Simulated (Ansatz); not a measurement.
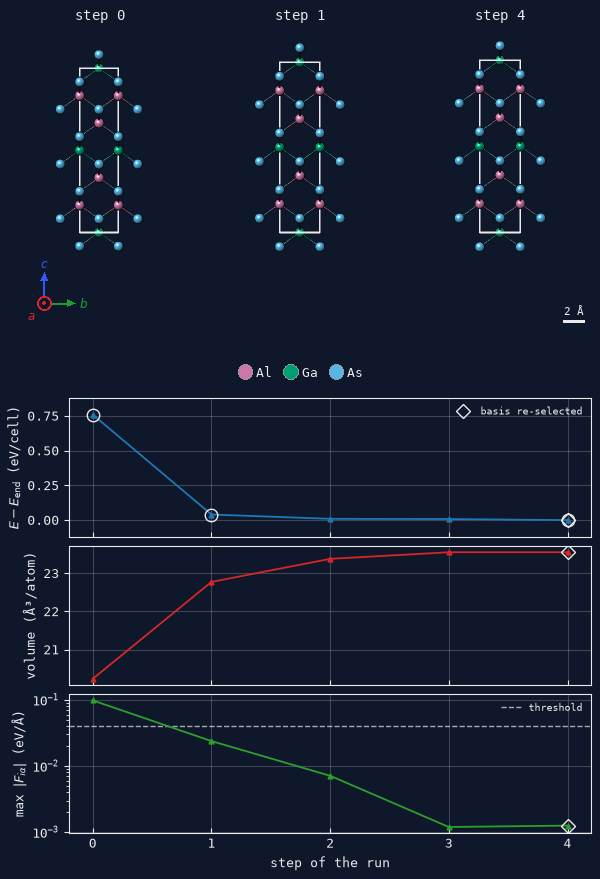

Frames of a relaxation of solid Al$_{2}$GaAs$_{3}$ (a generated structure, set up in I-4m2) (coarse preliminary run), marked on the history of the run. A ball-and-stick model of the conventional cell (2 times the calculation's cell), seen along the a axis. Lengths and directions refer to the drawn axes.

The calculation used DFT PBE, scalar-relativistic, plane waves, PAW in Ansatz.

Input
```yaml
crystal:
  lattice:
    - [-1.92681343, 1.92681343, 8.17477707]
    - [1.92681343, -1.92681343, 8.17477707]
    - [1.92681343, 1.92681343, -8.17477707]
  atoms:
    - { symbol: Al, position: [0.83333333, 0.83333333, 0.0] }
    - { symbol: Al, position: [0.16666667, 0.16666667, 0.0] }
    - { symbol: Ga, position: [0.5, 0.5, 0.0] }
    - { symbol: As, position: [0.58333333, 0.08333333, 0.5] }
    - { symbol: As, position: [0.25, 0.75, 0.5] }
    - { symbol: As, position: [0.91666667, 0.41666667, 0.5] }
basis:
  ecutwfc: 420
kpoints:
  mp_grid: { grid: [6, 6, 6] }
hamiltonian:
  xc: pbe
scf:
  occupations: { method: gaussian, width: 0.1 }
  lower_state_search: "off"
output:
  forces: true
  stress: true
  eigenvalues: true
relax:
  adjacent_minimum: "off"
  f_tol: 0.04
  max_steps: 70
  cell: { stress_tol: 0.4 }
```

Launched with:
```bash
ansatz run input.yaml --threads 1 --pin off --max-ram 2560MiB --backend cpu --events-out ev --progress --plain --runs-dir out
```

> Describe the path.

Over 3 accepted moves (4 points after the start) the energy falls by 0.759 eV per cell of the calculation. The largest force component goes from 0.098 to 0.0013 eV/Å. Pressure: 13.91 GPa at the start and 0.06 GPa at the end. The SCF was repeated once at an unchanged geometry on a basis and grid sized afresh for the cell, which shifted the energy by 7.8 meV per cell of the calculation at most. The largest moves relative to the cell, 0.010 Å, are those of As4 and As6. As6 goes along −c. By element the largest moves are As 0.010 Å, Al 0.002 Å. Ga stays in place. Cell: a = b 3.854 → 4.058 Å (+5.3 %), c 16.350 → 17.158 Å (+4.9 %). Volume +16.4 %. Near-neighbour distances that change, for instance: Ga3–As4 2.360 → 2.488 Å, Al1–As5 2.360 → 2.481 Å. The space group stays I-4m2 (No. 119). From step 0 to 1: volume +12.6 %, energy −0.719 eV per cell of the calculation. From step 1 to 4: volume +3.4 %, energy −40.2 meV per cell of the calculation.

```tsv
step	E − E(0), meV/atom	largest force component, eV/Å	pressure, GPa	volume, Å³/atom	note
0	0.00	0.0981	13.91	20.233	
1	-119.80	0.0238	2.37	22.773	
2	-124.99	0.0071	0.48	23.377	
3	-125.21	0.0012	-0.01	23.550	
4	-126.51	0.0013	0.06	23.550	same geometry, new basis
```
